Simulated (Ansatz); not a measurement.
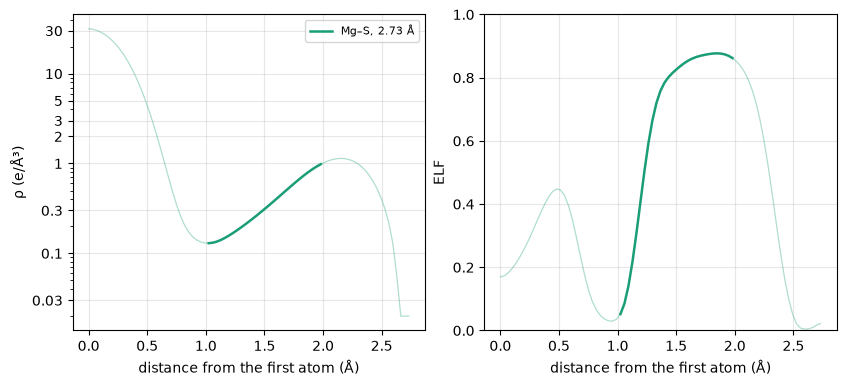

The picture shows: MgS. Valence pseudo-density and electron localisation function along straight lines between neighbouring atoms. Thin, pale parts lie inside the atomic spheres.

Space group Fm-3m; started from the rocksalt prototype, which need not be the ambient phase; changed on purpose from its base cell (hydrostatic strain +5.0%); computed pressure about −9 GPa in this cell.

Computed with Ansatz, DFT, r2SCAN, plane waves, PAW.

In a PAW calculation such maps are meaningful between the atoms, not at the nuclei.

```cif
data_structure
_symmetry_space_group_name_H-M 'P 1'
_symmetry_Int_Tables_number 1
_cell_length_a 5.4632
_cell_length_b 5.4632
_cell_length_c 5.4632
_cell_angle_alpha 90.000
_cell_angle_beta 90.000
_cell_angle_gamma 90.000
_cell_volume 163.06
loop_
_atom_site_label
_atom_site_type_symbol
_atom_site_fract_x
_atom_site_fract_y
_atom_site_fract_z
_atom_site_occupancy
Mg1 Mg 0.00000 0.00000 0.00000 1
Mg2 Mg 0.50000 0.50000 0.00000 1
Mg3 Mg 0.50000 0.00000 0.50000 1
Mg4 Mg 0.00000 0.50000 0.50000 1
S1 S 0.50000 0.00000 0.00000 1
S2 S 0.00000 0.50000 0.00000 1
S3 S 0.00000 0.00000 0.50000 1
S4 S 0.50000 0.50000 0.50000 1
```

> What can be read from the curves?

Mg–S (2.73 Å): ρ at the midpoint is about 0.22 e/Å³; the ELF peaks at about 0.90 in the valence shell of S, 0.9 Å from its nucleus, and falls to about 0 next to Mg: a largely ionic contact.
